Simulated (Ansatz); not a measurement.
Cu (space group P6_3/mmc, No. 194). Coordinates: the end point of a relaxation with DFT PBE, scalar-relativistic, plane waves, PAW in Ansatz.

```
CELL_PARAMETERS angstrom
2.56801 0.00000 0.00000
-1.28401 2.22396 0.00000
0.00000 0.00000 4.19353
ATOMIC_POSITIONS crystal
Cu 0.33333 0.66667 0.25000
Cu 0.66667 0.33333 0.75000
```

Describe the stacking along c, with columns A (0, 0), B (1/3, 2/3), C (2/3, 1/3) of the hexagonal mesh.

Cu(B) – Cu(C) (two layers in 4.19 Å).

As equal spheres, BC: hexagonal close packing.

Polytype symbol 2H, Ramsdell's symbol (number of layers in the repeat and lattice).

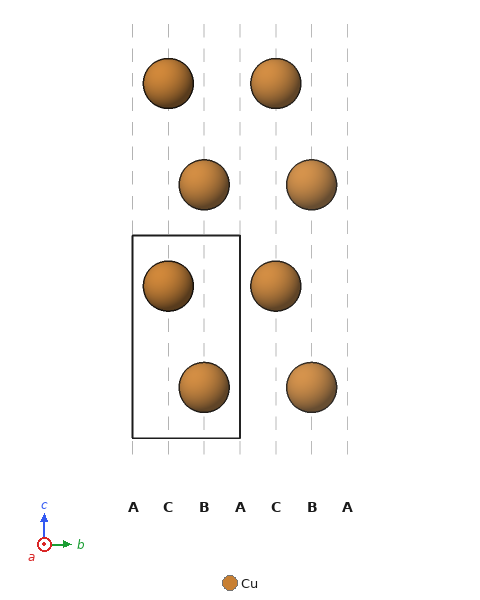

The picture looks along a close-packed row of the hexagonal mesh; c points upwards. The dashed lines mark the three columns A (0, 0), B (1/3, 2/3) and C (2/3, 1/3). The sequence starts with the first layer at or above the cell's origin.
